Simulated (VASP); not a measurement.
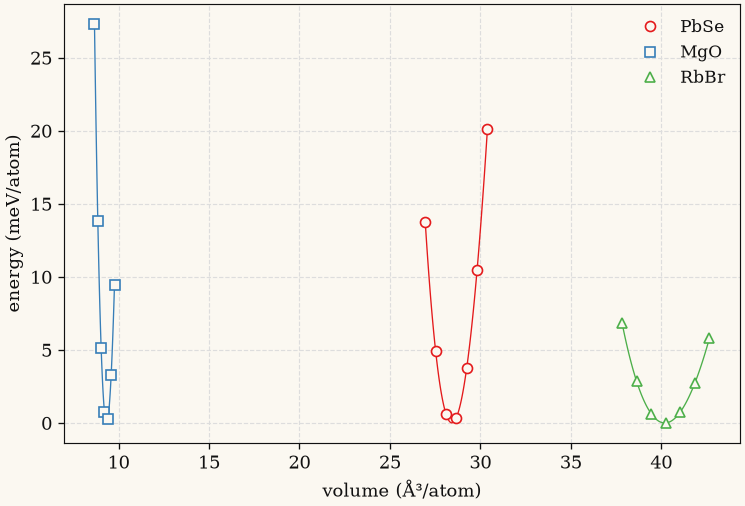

The picture above shows the energy against volume, with one curve for each compound, for MgO, PbSe and RbBr (all in space group Fm-3m (No. 225)).

How it was computed, with VASP 6.6.1: plane-wave DFT, no spin polarisation; energies at scaled volumes of the given cell, shape and fractions fixed, counted from the fit's minimum, third-order Birch-Murnaghan fit. Level: PBEsol.

occupations Fermi–Dirac; smearing width 0.05 eV; potentials VASP PAW PBE potentials, recommended; wave cutoff 520 eV.

Settings that differ: PbSe: k mesh 8×8×8; MgO: k mesh 11×11×11; RbBr: k mesh 7×7×7.

> Order the curves by fitted equilibrium volume, smallest first.

MgO 9.337, PbSe 28.421, RbBr 40.198 Å³/atom.

> Order the curves by fitted bulk modulus, smallest first.

RbBr 13.9, PbSe 53.0, MgO 160.4 GPa.

Limits of the calculation: spin-orbit coupling left out, heavy elements (PbSe).
